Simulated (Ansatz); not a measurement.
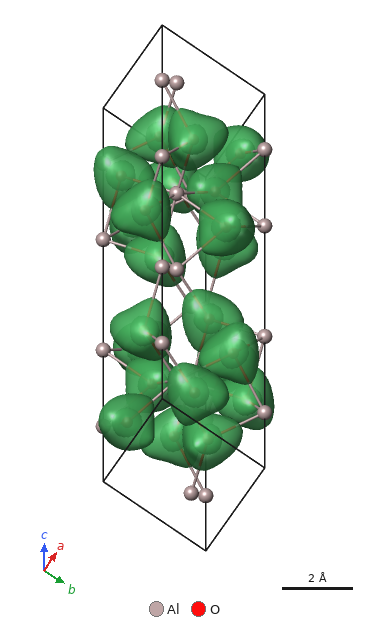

Figure 1: Al₂O₃. Isosurface of the electron localisation function at 0.75 (green), seen at an oblique angle. Core shells and regions of very low density are left out. Sticks mark near contacts.

Space group R-3c.

Theory: Ansatz 0.2.0, DFT LDA, scalar-relativistic, plane waves, PAW.

```
Al O
1.0
     4.72919    0.00000    0.00000
    -2.36459    4.09560    0.00000
     0.00000    0.00000   12.89168
Al O
12 18
Direct
  0.66667 0.33333 0.18536
  0.33333 0.66667 0.51869
  0.00000 0.00000 0.85202
  0.33333 0.66667 0.31464
  0.00000 0.00000 0.64798
  0.66667 0.33333 0.98131
  0.00000 0.00000 0.14798
  0.66667 0.33333 0.48131
  0.33333 0.66667 0.81464
  0.33333 0.66667 0.01869
  0.00000 0.00000 0.35202
  0.66667 0.33333 0.68536
  0.97253 0.33333 0.08333
  0.63919 0.66667 0.41667
  0.30586 0.00000 0.75000
  0.66667 0.63919 0.08333
  0.33333 0.97253 0.41667
  0.00000 0.30586 0.75000
  0.36081 0.02747 0.08333
  0.02747 0.36081 0.41667
  0.69414 0.69414 0.75000
  0.69414 0.00000 0.25000
  0.36081 0.33333 0.58333
  0.02747 0.66667 0.91667
  0.00000 0.69414 0.25000
  0.66667 0.02747 0.58333
  0.33333 0.36081 0.91667
  0.30586 0.30586 0.25000
  0.97253 0.63919 0.58333
  0.63919 0.97253 0.91667
```

> Describe the localisation domains.

The ELF exceeds this value in 18 regions on O in which the atom's valence shell and bonds are merged, counted in one cell of 30 atoms. Regions shared between cells count once. Along the contacts the grid gives the following. Al–O (1.84 Å): the ELF peaks at about 0.85 in the valence shell of O, 0.7 Å from its nucleus, and is about 0.80 at the midpoint. Al–O (1.96 Å): the ELF peaks at about 0.85 in the valence shell of O, 0.7 Å from its nucleus, and is about 0.75 at the midpoint.

> Does the calculation make it a metal, or give it a gap?

It is gapped, with a Kohn–Sham gap of 6.4 eV on the k-point mesh (the band edges may lie off the mesh, which would make the gap smaller).
